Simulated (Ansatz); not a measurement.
# CrO$_{2}$: single-point calculation (part 2 of 3)

Continued. System: CrO$_{2}$ (P4₂/mnm, 6 atoms in the cell). Method: DFT PBEsol+U+J, scalar-relativistic, plane waves, PAW, U = 5 eV, J = 0.7 eV on Cr atom 1 d; U = 5 eV, J = 0.7 eV on Cr atom 2 d, spin-polarised (Ansatz 0.2.0); cutoff 420 eV, 4×4×6 k-mesh, Gaussian smearing of 0.05 eV, collinear spins. The structure derives from an entry of the Crystallography Open Database. It belongs to a series of runs on one base structure; here: natural orbitals of the symmetric run, filled by rank.

Geometry of the input (Å; fractional positions):
```
4.4210  0.0000  0.0000
0.0000  4.4210  0.0000
0.0000  0.0000  2.9170
Cr 0.0000  0.0000  0.0000
Cr 0.5000  0.5000  0.5000
O  0.3010  0.3010  0.0000
O  0.1990  0.8010  0.5000
O  0.6990  0.6990  0.0000
O  0.8010  0.1990  0.5000
```

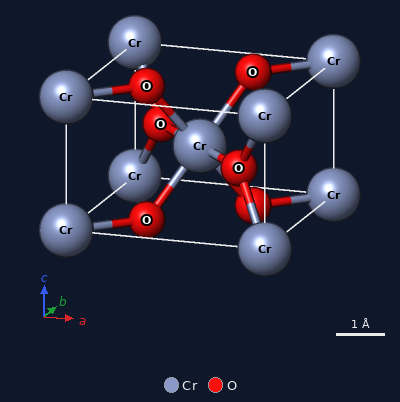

Fig. 1: The structure as given in the input (ball-and-stick view of the cell of the calculation, seen slightly off an axis).

### Log, continued
```
SCF iter   1: F=—  HF=-8935.429896 eV  |F-HF|=—  |Δ(HF+E_count)|=         —  Δρ=9.38e-2 (↑9.38e-2 ↓9.38e-2)  dr2=1.68e1  dr2_m=6.77e-1  M=0.000 μB ∫|m|=3.945 μB  β_m=0.30  ethr=3.10e-3  ⟨swp⟩=5.1  Hψ=6306  notcnv=0  defer=8
preconditioner: auto → Resta (q_TF=auto, 2.687 Å⁻¹)  ε∞=7.4  [insulator: Δε(μ)=1.720 eV  Ē_g=11.675 eV  σ=0.050 eV  W_gap=1.00  n_scr=18 (ndim 8)  ℏωp=29.5 eV  f_vac=0.000  D(μ)=0.00/eV (n_scr^D=0)  ε∞_Penn≈7.4]
spin=Collinear: Resta preconditioning applied to the charge; magnetization (m = ρ↑ − ρ↓) channel mixes plain (no charge-response kernel on spin).
SCF iter   2: F=—  HF=-8933.134315 eV  |F-HF|=—  |Δ(HF+E_count)|=    2.30e0  Δρ=3.62e-2 (↑3.62e-2 ↓3.62e-2)  dr2=1.06e0  dr2_m=2.71e-1  M=0.000 μB ∫|m|=4.035 μB  β_m=1.00  ethr=3.10e-3  ⟨swp⟩=3.0  Hψ=4174  notcnv=0  defer=142
SCF iter   3: F=—  HF=-8933.367915 eV  |F-HF|=—  |Δ(HF+E_count)|=   2.34e-1  Δρ=1.82e-2 (↑1.82e-2 ↓1.82e-2)  dr2=2.29e-1  dr2_m=1.59e-3  M=0.000 μB ∫|m|=4.056 μB  β_m=1.00  ethr=2.04e-3  ⟨swp⟩=2.3  Hψ=2704  notcnv=0  defer=142
SCF iter   4: F=—  HF=-8933.439960 eV  |F-HF|=—  |Δ(HF+E_count)|=   7.20e-2  Δρ=8.79e-3 (↑8.79e-3 ↓8.79e-3)  dr2=1.71e-1  dr2_m=1.16e-3  M=0.000 μB ∫|m|=4.035 μB  β_m=0.30  ethr=4.40e-4  ⟨swp⟩=2.4  Hψ=3702  notcnv=0  defer=142
Mixer restart at iter 4: flushing history
spin-set hold released at iteration 4 (site moments contracting): the magnetisation degrees of freedom join the quasi-Newton model from the next iteration; the mixer history was flushed
SCF iter   5: F=—  HF=-8933.466216 eV  |F-HF|=—  |Δ(HF+E_count)|=   2.63e-2  Δρ=2.82e-3 (↑2.82e-3 ↓2.82e-3)  dr2=9.37e-3  dr2_m=6.05e-5  M=0.000 μB ∫|m|=4.042 μB  β_m=0.35  ethr=3.29e-4  ⟨swp⟩=2.3  Hψ=2766  notcnv=0  defer=140
SCF iter   6: F=—  HF=-8933.495176 eV  |F-HF|=—  |Δ(HF+E_count)|=   2.90e-2  Δρ=1.63e-3 (↑1.63e-3 ↓1.63e-3)  dr2=3.57e-3  dr2_m=1.97e-4  M=0.000 μB ∫|m|=4.030 μB  β_m=0.62  ethr=1.80e-5  ⟨swp⟩=2.1  Hψ=2724  notcnv=0  defer=140
SCF iter   7: F=—  HF=-8933.518771 eV  |F-HF|=—  |Δ(HF+E_count)|=   2.36e-2  Δρ=5.29e-4 (↑5.29e-4 ↓5.29e-4)  dr2=2.25e-4  dr2_m=9.96e-5  M=0.000 μB ∫|m|=4.008 μB  β_m=0.81  ethr=6.87e-6  ⟨swp⟩=2.5  Hψ=3574  notcnv=0  defer=140
SCF iter   8: F=—  HF=-8933.518922 eV  |F-HF|=—  |Δ(HF+E_count)|=   1.52e-4  Δρ=1.08e-4 (↑1.08e-4 ↓1.08e-4)  dr2=2.04e-5  dr2_m=2.20e-6  M=0.000 μB ∫|m|=4.002 μB  β_m=0.90  ethr=4.33e-7  ⟨swp⟩=2.1  Hψ=2644  notcnv=0  defer=136
SCF iter   9: F=—  HF=-8933.518932 eV  |F-HF|=—  |Δ(HF+E_count)|=   9.63e-6  Δρ=4.39e-5 (↑4.37e-5 ↓4.39e-5)  dr2=3.95e-6  dr2_m=1.35e-8  M=0.000 μB ∫|m|=4.001 μB  β_m=0.95  ethr=3.91e-8  ⟨swp⟩=2.0  Hψ=2614  notcnv=0  defer=136
SCF iter  10: F=—  HF=-8933.518933 eV  |F-HF|=—  |Δ(HF+E_count)|=   5.00e-7  Δρ=1.94e-5 (↑1.77e-5 ↓1.94e-5)  dr2=8.03e-7  dr2_m=1.27e-8  M=0.000 μB ∫|m|=4.001 μB  β_m=0.98  ethr=7.60e-9  ⟨swp⟩=2.2  Hψ=2775  notcnv=0  defer=136
SCF iter  11: F=—  HF=-8933.518933 eV  |F-HF|=—  |Δ(HF+E_count)|=   3.47e-8  Δρ=1.12e-5 (↑1.12e-5 ↓8.80e-6)  dr2=2.41e-7  dr2_m=1.32e-9  M=0.000 μB ∫|m|=4.001 μB  β_m=0.98  ethr=1.54e-9  ⟨swp⟩=2.1  Hψ=2280  notcnv=0  defer=136
Mixer restart at iter 11: flushing history
SCF iter  12: F=—  HF=-8933.519501 eV  |F-HF|=—  |Δ(HF+E_count)|=         —  Δρ=7.55e-6 (↑7.55e-6 ↓7.25e-6)  dr2=1.45e-7  dr2_m=1.11e-9  M=0.000 μB ∫|m|=4.001 μB  β_m=0.98  ethr=4.63e-10  ⟨swp⟩=2.0  Hψ=2620  notcnv=0  defer=136
SCF iter  13: F=—  HF=-8936.392115 eV  |F-HF|=—  |Δ(HF+E_count)|=    2.87e0  Δρ=3.95e-2 (↑3.95e-2 ↓3.95e-2)  dr2=3.60e0  dr2_m=2.09e-2  M=-0.000 μB ∫|m|=4.150 μB  β_m=0.02  ethr=1.92e-10  ⟨swp⟩=20.2  Hψ=23814  notcnv=0
SCF iter  14: F=—  HF=-8936.334180 eV  |F-HF|=—  |Δ(HF+E_count)|=   5.79e-2  Δρ=3.60e-2 (↑3.60e-2 ↓3.60e-2)  dr2=3.00e0  dr2_m=1.75e-2  M=-0.000 μB ∫|m|=4.145 μB  β_m=0.08  ethr=2.79e-10  ⟨swp⟩=4.1  Hψ=6535  notcnv=0  defer=152
SCF iter  15: F=—  HF=-8936.250092 eV  |F-HF|=—  |Δ(HF+E_count)|=   8.41e-2  Δρ=3.08e-2 (↑3.08e-2 ↓3.08e-2)  dr2=2.21e0  dr2_m=1.33e-2  M=-0.000 μB ∫|m|=4.142 μB  β_m=0.07  ethr=2.79e-10  ⟨swp⟩=5.1  Hψ=6526  notcnv=0  defer=152
SCF iter  16: F=—  HF=-8936.120846 eV  |F-HF|=—  |Δ(HF+E_count)|=   1.29e-1  Δρ=2.10e-2 (↑2.10e-2 ↓2.10e-2)  dr2=1.06e0  dr2_m=6.83e-3  M=-0.000 μB ∫|m|=4.134 μB  β_m=0.46  ethr=2.79e-10  ⟨swp⟩=5.9  Hψ=7191  notcnv=0  defer=152
SCF iter  17: F=—  HF=-8936.031353 eV  |F-HF|=—  |Δ(HF+E_count)|=   8.95e-2  Δρ=5.85e-3 (↑5.85e-3 ↓5.85e-3)  dr2=8.57e-2  dr2_m=1.99e-3  M=-0.000 μB ∫|m|=4.146 μB  β_m=0.68  ethr=2.79e-10  ⟨swp⟩=5.9  Hψ=7946  notcnv=0  defer=152
SCF iter  18: F=—  HF=-8936.029618 eV  |F-HF|=—  |Δ(HF+E_count)|=   1.73e-3  Δρ=1.26e-3 (↑1.25e-3 ↓1.26e-3)  dr2=6.88e-4  dr2_m=6.76e-4  M=-0.000 μB ∫|m|=4.187 μB  β_m=0.84  ethr=2.79e-10  ⟨swp⟩=5.0  Hψ=7477  notcnv=0  defer=162
SCF iter  19: F=—  HF=-8936.031911 eV  |F-HF|=—  |Δ(HF+E_count)|=   2.29e-3  Δρ=9.61e-4 (↑9.61e-4 ↓8.84e-4)  dr2=9.57e-5  dr2_m=4.13e-4  M=0.000 μB ∫|m|=4.229 μB  β_m=0.92  ethr=2.79e-10  ⟨swp⟩=4.5  Hψ=5777  notcnv=0  defer=162
SCF iter  20: F=—  HF=-8936.034031 eV  |F-HF|=—  |Δ(HF+E_count)|=   2.12e-3  Δρ=1.10e-3 (↑7.37e-4 ↓1.10e-3)  dr2=1.33e-3  dr2_m=1.17e-4  M=-0.002 μB ∫|m|=4.289 μB  β_m=0.96  ethr=2.79e-10  ⟨swp⟩=4.4  Hψ=5479  notcnv=0  defer=162
SCF iter  21: F=—  HF=-8936.034936 eV  |F-HF|=—  |Δ(HF+E_count)|=   9.04e-4  Δρ=1.61e-3 (↑1.61e-3 ↓1.15e-3)  dr2=4.55e-3  dr2_m=1.30e-4  M=0.009 μB ∫|m|=4.328 μB  β_m=0.65  ethr=2.79e-10  ⟨swp⟩=4.7  Hψ=5898  notcnv=0  defer=162  recentre
SCF iter  22: F=—  HF=-8936.034479 eV  |F-HF|=—  |Δ(HF+E_count)|=   4.56e-4  Δρ=3.74e-4 (↑2.85e-4 ↓3.74e-4)  dr2=1.97e-4  dr2_m=3.67e-6  M=-0.001 μB ∫|m|=4.334 μB  β_m=0.73  ethr=2.79e-10  ⟨swp⟩=4.2  Hψ=5707  notcnv=0  defer=162
SCF iter  23: F=—  HF=-8936.034475 eV  |F-HF|=—  |Δ(HF+E_count)|=   4.72e-6  Δρ=9.62e-5 (↑9.62e-5 ↓7.67e-5)  dr2=9.27e-6  dr2_m=8.69e-7  M=-0.001 μB ∫|m|=4.335 μB  β_m=0.87  ethr=2.79e-10  ⟨swp⟩=3.4  Hψ=4851  notcnv=0  defer=162
SCF iter  24: F=—  HF=-8936.034478 eV  |F-HF|=—  |Δ(HF+E_count)|=   3.74e-6  Δρ=4.61e-5 (↑4.04e-5 ↓4.61e-5)  dr2=2.18e-6  dr2_m=4.22e-7  M=-0.001 μB ∫|m|=4.335 μB  β_m=0.91  ethr=2.79e-10  ⟨swp⟩=3.0  Hψ=3622  notcnv=0  defer=162
SCF iter  25: F=—  HF=-8936.034481 eV  |F-HF|=—  |Δ(HF+E_count)|=   2.44e-6  Δρ=7.30e-5 (↑3.50e-5 ↓7.30e-5)  dr2=4.91e-6  dr2_m=5.84e-7  M=-0.001 μB ∫|m|=4.336 μB  β_m=0.87  ethr=2.79e-10  ⟨swp⟩=3.0  Hψ=3640  notcnv=0  defer=162
SCF iter  26: F=—  HF=-8936.034481 eV  |F-HF|=—  |Δ(HF+E_count)|=   5.76e-7  Δρ=4.99e-5 (↑4.19e-5 ↓4.99e-5)  dr2=1.80e-6  dr2_m=7.57e-7  M=-0.002 μB ∫|m|=4.337 μB  β_m=0.93  ethr=2.79e-10  ⟨swp⟩=3.0  Hψ=3486  notcnv=0  defer=162
SCF iter  27: F=—  HF=-8936.034482 eV  |F-HF|=—  |Δ(HF+E_count)|=   4.85e-7  Δρ=5.61e-5 (↑4.68e-5 ↓5.61e-5)  dr2=2.37e-6  dr2_m=9.42e-7  M=-0.002 μB ∫|m|=4.337 μB  β_m=0.97  ethr=2.79e-10  ⟨swp⟩=1.9  Hψ=2085  notcnv=0  defer=162
SCF iter  28: F=—  HF=-8936.034480 eV  |F-HF|=—  |Δ(HF+E_count)|=   1.99e-6  Δρ=3.34e-5 (↑1.88e-5 ↓3.34e-5)  dr2=7.11e-7  dr2_m=2.43e-7  M=-0.001 μB ∫|m|=4.337 μB  β_m=0.98  ethr=2.79e-10  ⟨swp⟩=2.1  Hψ=3182  notcnv=0  defer=162
SCF iter  29: F=—  HF=-8936.034480 eV  |F-HF|=—  |Δ(HF+E_count)|=   1.47e-7  Δρ=2.27e-5 (↑9.25e-6 ↓2.27e-5)  dr2=1.37e-7  dr2_m=1.22e-7  M=-0.001 μB ∫|m|=4.337 μB  β_m=0.99  ethr=2.79e-10  ⟨swp⟩=2.1  Hψ=2458  notcnv=0  defer=162
SCF iter  30: F=—  HF=-8936.034479 eV  |F-HF|=—  |Δ(HF+E_count)|=   3.42e-7  Δρ=1.36e-5 (↑1.36e-5 ↓8.77e-6)  dr2=1.45e-7  dr2_m=3.95e-8  M=-0.000 μB ∫|m|=4.337 μB  β_m=1.00  ethr=1.92e-10  ⟨swp⟩=12.3  Hψ=11641  notcnv=0
SCF iter  31: F=-8936.034479 eV  HF=-8936.034479 eV  |F-HF|=1.36e-8  |Δ(HF+E_count)|=   9.01e-8  Δρ=5.53e-6 (↑1.82e-6 ↓5.53e-6)  dr2=2.11e-8  dr2_m=4.39e-9  M=-0.000 μB ∫|m|=4.337 μB  ethr=1.92e-10  ⟨swp⟩=5.6  Hψ=9850  notcnv=0
The SCF converged. Along the directions that its mixing steps explored, a Ritz value of the dielectric operator 1 − χ₀K read negative at each of the last 4 readings (its real part and the size of its imaginary part sum to between -0.41 and -0.30).
SCF 1 converged in 31 iterations: F = -8936.034479 eV  dr2 = 2.11e-8
  greatest PAW one-centre occupation: 1.000 electrons in one spin orbital (limit 2), on the Cr atom at site 0 (counted from 0), in its partial waves of l = 0
No search for a lower state was made along the close's negative reading: the deck asks for none (scf.lower_state_search: off) (following: asked_to_warn; scf.lower_state_search in the input reference).
SCF converged after 31 iterations
Magnetization: -0.0001 μB (25.9999 up, 26.0001 down)
Absolute magnetization: 4.3435 μB (∫|ρ↑−ρ↓|, with the PAW one-centre terms)
Spin contamination: 2.1013 ħ² per cell (⟨S²⟩ above its minimum at these occupations)
Per-site moments (μB) at R_I (Å): [(1.6764686931132895, 0.7762936661896603), (-1.6766449059621589, 0.7762936661896604), (-0.019500649854996537, 0.7762936661896603), (0.019553243411422613, 0.7762936661896604), (-0.019500649854996555, 0.7762936661896607), (0.019553243411422686, 0.7762936661896604)]
Free energy (F): -8936.034479 eV
Harris-Foulkes:  -8936.034479 eV  (|F-HF|=1.36e-8)
Internal energy: -8936.033442 eV  (E = F + TS)
E sigma→0 (E₀):  -8936.033961 eV
Entropy (-TS):   -0.001037 eV (-0.173 meV/atom)
Fermi energy:    10.264833 eV
--- Per-component energies (eV) ---
  E_band       = -517.486386
  E_kinetic    = 1373.960446
  E_local      = -4398.902296  (includes V_loc(G=0)·N_el)
  E_nonlocal   = 348.571160
  E_hartree    = 1748.117451
  E_xc         = -565.581867
  E_vxc        = -725.111876  (∫ρ·V_xc dr)
  E_hubbard    = 6.314469  (on-site DFT+U / exact-exchange correction)
  E_vhub       = -5.536184  (the Hubbard potential's part of the band-sum identity)
  E_paw        = -2936.843293  (= ΣΔE_a)
  E_vpaw       = -606.709759  (= ΣTr[D̂ρ^β])
  E_aug_tail   = 0.010940  (compensation charges beyond the density's cutoff)
  E_ewald      = -4512.141604
  E_core_change = 0.461151  (= ΣΔE_core)
  E_smearing   = -0.001037  (= −TS)
  E_closure    = 0.000000  (closes the sum)
  Σ components = -8936.034479   (vs F -8936.034479, Δ=0.00e0)
--- DFT+U+J on-site energies (Liechtenstein; fll double counting; per corrected site; eV) ---
  site 0 (l=d): U=5.0000  J=0.7000  Tr N=4.2244  E_int=34.853422  E_dc=31.696178  E_U=3.157244
  site 1 (l=d): U=5.0000  J=0.7000  Tr N=4.2245  E_int=34.854256  E_dc=31.697031  E_U=3.157225
--- Specified on-site occupations, and those of the state reported ---
  electrons in the specified blocks: 4.2000 specified, 8.4489 found
  site 1 (l=d) ↓: largest change of an orbital's occupation 0.3913; electrons 2.0000 specified, 3.1215 found; spectral distance 0.6414
  site 0 (l=d) ↑: largest change of an orbital's occupation 0.3911; electrons 2.0000 specified, 3.1213 found; spectral distance 0.6413
  site 0 (l=d) ↓: largest change of an orbital's occupation 0.3230; electrons 0.1000 specified, 1.1031 found; spectral distance 0.5083
  site 1 (l=d) ↑: largest change of an orbital's occupation 0.3230; electrons 0.1000 specified, 1.1030 found; spectral distance 0.5083
--- Forces (eV/Å), atoms counted from 1 ---
  atom   1  Cr    -0.00000000    -0.00000000     0.00000000
  atom   2  Cr     0.00000000     0.00000000     0.00000000
  atom   3  O     -0.23865515    -0.23865515     0.00000000
  atom   4  O      0.23842352    -0.23842352     0.00000000
  atom   5  O      0.23865515     0.23865515     0.00000000
  atom   6  O     -0.23842352     0.23842352     0.00000000
  max |Σ_I F_I| component: 2.78e-17 eV/Å
--- Stress (GPa, compression-positive) ---
       -2.564381      -0.000537       0.000000
       -0.000537      -2.564381       0.000000
        0.000000       0.000000       4.263271
  P = ⅓ Tr σ = -0.2885 GPa (-2.885 kbar)
--- Band table (eV; the first three rows and the last of 56) ---
  k-point 0 ↑: bands = ["-62.9450", "-60.7888", "-34.4098", "-34.4067", "-34.1918", "-32.5332", "-32.4355", "-31.7108", "-8.9616", "-7.1115", "-6.7929", "-6.7492", "2.6672", "4.1769", "4.4707", "5.3734", "5.7718", "6.8149", "6.8988", "7.3274", "7.4018", "7.5776", "9.1431", "9.5164", "9.5491", "10.0144", "10.3871", "12.2192", "13.1222", "13.1377", "13.3464", "15.2225", "15.3553", "16.3657"]
  k-point 1 ↑: bands = ["-62.9410", "-60.7864", "-34.4068", "-34.3997", "-34.2325", "-32.5298", "-32.4276", "-31.7562", "-8.6980", "-7.0443", "-6.8181", "-6.7903", "3.0649", "4.3723", "4.7869", "4.8168", "5.5301", "6.2014", "7.3038", "7.3699", "7.3737", "7.3930", "8.7778", "9.0550", "9.7532", "9.8079", "10.3158", "12.4091", "12.9941", "13.2551", "13.8476", "14.8557", "15.0519", "15.9520"]
```
